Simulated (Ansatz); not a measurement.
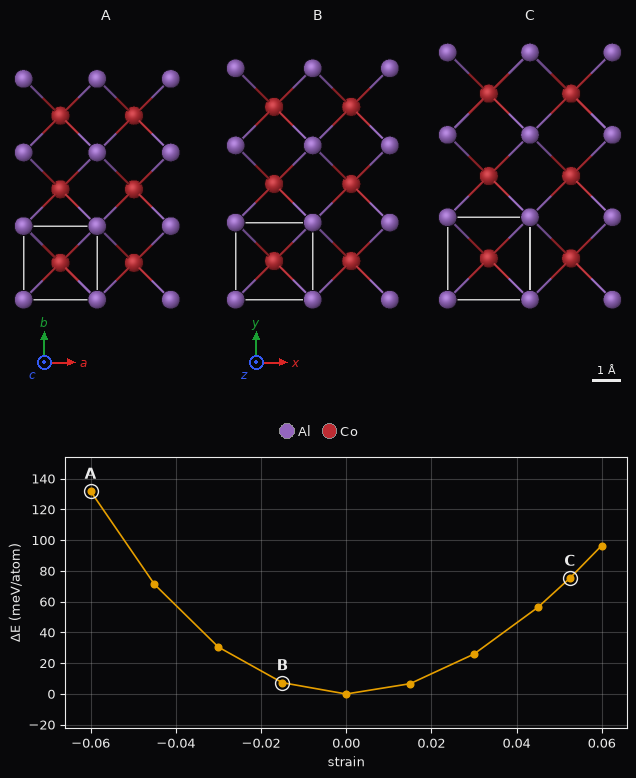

Solid AlCo (Pm-3m): the cell is strained equally along x and y, with the atoms kept at their fractional coordinates. x, y and z are the Cartesian axes of the input. The lettered frames are marked on the plot. The picture is a ball-and-stick view of the cell of the calculation, repeated 2 × 3 × 3 with one cell outlined, seen along the c axis.

Method: DFT PBEsol, scalar-relativistic, plane waves, PAW (Ansatz). (plane-wave cutoff 420 eV; k-point mesh 22 × 22 × 22; occupations gaussian; smearing width 0.15 eV; no spin polarisation). Energies (free energies at the smearing named) are counted from the relaxed crystal.

Q: Describe the profile.

A: Of the computed points the lowest is at the strain 0.00, 0.0 meV/atom. The curvature at zero strain, (1/V) d²E/dε², is about 890 GPa; it is C₁₁ + C₂₂ + 2C₁₂ with clamped ions. The distortion takes the space group from Pm-3m to P4/mmm. At the strain −0.06 the cell of the drawing goes a 2.823 → 2.653 Å, b 2.823 → 2.653 Å.
